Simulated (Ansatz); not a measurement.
## W16S33: geometry relaxation (part 4 of 4)

The same run, continued: W16S33 (defect cell, 49 atoms in the cell); DFT PBE, scalar-relativistic, plane waves, PAW, no spin polarisation (Ansatz 0.2.0); cutoff 420 eV, 2×2×2 k-mesh, Gaussian smearing of 0.01 eV. The structure derives from a Materials Project entry. It belongs to a series of runs on one base structure; here: S interstitial, charge +0, atoms relaxed at the host's cell.

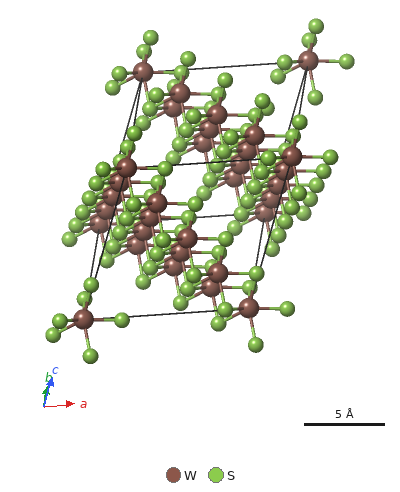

Figure 1. The geometry at step 7 of the log (ball-and-stick view of the cell of the calculation, seen at an oblique angle; bonded neighbours outside the cell are drawn too).

### Trajectory as extended XYZ, continued
```
49
Lattice="0.0000 7.3618 -7.4744 6.3755 -3.6809 -7.4744 -6.3755 -3.6809 -7.4744" Properties=species:S:1:pos:R:3:forces:R:3 step=7 energy=-195963.62255
W    -3.1824    3.6711  -14.9621   -0.0010  -0.0008  -0.0013
W     1.6000   -4.6127  -14.9614   -0.0005   0.0021   0.0009
W     0.0000   -1.8958  -14.8984    0.0000   0.0079   0.0023
W     0.0000    3.6644  -14.9404    0.0000  -0.0001  -0.0004
W    -1.6292    0.9264  -14.9003    0.0064   0.0007   0.0062
W    -1.5943   -0.9342   -7.4846    0.0006  -0.0011  -0.0018
W     3.1854   -1.8530  -14.9395    0.0015   0.0000   0.0010
W     3.1824    3.6711  -14.9621    0.0010  -0.0008  -0.0013
W     1.6292    0.9264  -14.9003   -0.0064   0.0007   0.0062
W     1.5943   -0.9342   -7.4846   -0.0006  -0.0011  -0.0018
W     0.0000    1.8274   -7.4846    0.0000  -0.0006  -0.0002
W     0.0000   -0.0137  -22.4501    0.0000  -0.0005  -0.0008
W     4.7825    0.9001  -14.9621   -0.0018  -0.0006  -0.0003
W    -1.6000   -4.6127  -14.9614    0.0005   0.0021   0.0009
W    -3.1854   -1.8530  -14.9395   -0.0015   0.0000   0.0010
W    -4.7825    0.9001  -14.9621    0.0018  -0.0006  -0.0003
S     3.2188   -0.0205  -13.3544    0.0017   0.0003  -0.0008
S     1.6033    2.7770  -13.3548    0.0002   0.0008  -0.0011
S     0.0000   -1.8464   -5.9094    0.0000   0.0013   0.0009
S     0.0000    3.6676   -5.9148    0.0000  -0.0021  -0.0002
S    -1.5867    0.9024   -5.9090    0.0007   0.0003   0.0003
S     4.7783    2.7452  -13.4111    0.0013  -0.0005   0.0012
S     3.1874   -1.8545   -5.9146    0.0003  -0.0013   0.0003
S    -3.2188   -0.0205  -13.3544   -0.0017   0.0003  -0.0008
S     1.5867    0.9024   -5.9090   -0.0007   0.0003   0.0003
S    -4.7783    2.7452  -13.4111   -0.0013  -0.0005   0.0012
S     0.0000   -5.5322  -13.4104    0.0000   0.0023   0.0033
S     0.0000   -0.0136  -13.3576    0.0000  -0.0012  -0.0104
S    -1.6159   -2.7984  -13.3533    0.0002  -0.0023  -0.0008
S    -1.6033    2.7770  -13.3548   -0.0002   0.0008  -0.0011
S    -3.1874   -1.8545   -5.9146   -0.0003  -0.0013   0.0003
S     1.6159   -2.7984  -13.3533   -0.0002  -0.0023  -0.0008
S     3.1712   -0.0115  -16.5097    0.0025  -0.0006  -0.0017
S     1.5878    2.7311  -16.5101   -0.0007   0.0000   0.0002
S     0.0000   -1.8626   -9.0496    0.0000  -0.0025   0.0014
S     0.0000    3.6634   -9.0613    0.0000  -0.0009   0.0011
S    -1.6017    0.9110   -9.0493    0.0005   0.0002   0.0009
S     4.7751    2.7433  -16.5399   -0.0013  -0.0007   0.0002
S     3.1843   -1.8521   -9.0610    0.0009   0.0003   0.0015
S    -3.1712   -0.0115  -16.5097   -0.0025  -0.0006  -0.0017
S     1.6017    0.9110   -9.0493   -0.0005   0.0002   0.0009
S    -4.7751    2.7433  -16.5399    0.0013  -0.0007   0.0002
S     0.0000   -5.5271  -16.5394    0.0000  -0.0023  -0.0009
S     0.0000   -0.0160  -16.3834    0.0000   0.0058   0.0017
S    -1.5830   -2.7616  -16.5087   -0.0018  -0.0025  -0.0017
S    -1.5878    2.7311  -16.5101    0.0007   0.0000   0.0002
S    -3.1843   -1.8521   -9.0610   -0.0009   0.0003   0.0015
S     1.5830   -2.7616  -16.5087    0.0018  -0.0025  -0.0017
S     0.0000   -0.0239  -18.3238    0.0000   0.0041  -0.0043
```

### Key numbers

| quantity | value |
| --- | --- |
| outcome | converged |
| electrons treated | 422 |
| free energy | −195963.6225 eV |
| Fermi energy | 9.052 eV |
| gap on the k-point mesh | 1.92 eV |
| final volume | 1052.44 Å³ |
| largest force (length of the vector) at the end | 0.010 eV/Å |
| hardware | 4 threads of Intel Xeon (Sapphire Rapids), 32 GiB of memory available, shared host |
| wall time | 3.4 min (CPU time 13 min) |
| peak memory | 3.8 GiB |

Spin–orbit coupling is left out, which matters for W.
